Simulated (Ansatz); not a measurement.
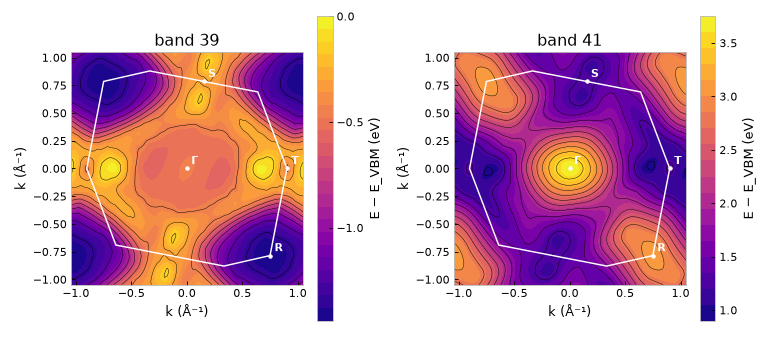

Two bands of PbS (Cmcm) over the plane through Γ, T and S: the highest mostly filled and the lowest mostly empty one.

Method: DFT LDA, spin-orbit coupling, plane waves, PAW; levels and slopes on a dense k mesh at the converged density (Ansatz). Non-magnetic. With an inversion centre and no moment every band is doubly degenerate; a pair is shown and named once. The levels come from a k mesh of 14×14×12 points. Unrelaxed database geometry (residual pressure −4 GPa). The cell comes from a database of computed structures, not from a measurement.

### Give both levels and their distance at the named points.

```tsv
point	lower band (eV)	upper band (eV)	distance (eV)
Γ	−0.47	3.73	4.20
T	−0.53	1.39	1.92
S	−0.37	1.27	1.64
R	−1.43	3.16	4.59
```

### Where are the band edges of the whole zone?

The valence band has two equivalent maxima on the T–Y line, principal masses 0.11, 0.14 and 1.23 mₑ; the conduction band has two equivalent minima on the T–Y line, principal masses 0.12, 0.13 and 0.30 mₑ. The gap is direct, 0.69 eV at this level of theory (semilocal functionals give gaps that are too small, and can reorder valleys that lie close).

The mesh is coarse (steps of 0.12 Å⁻¹).
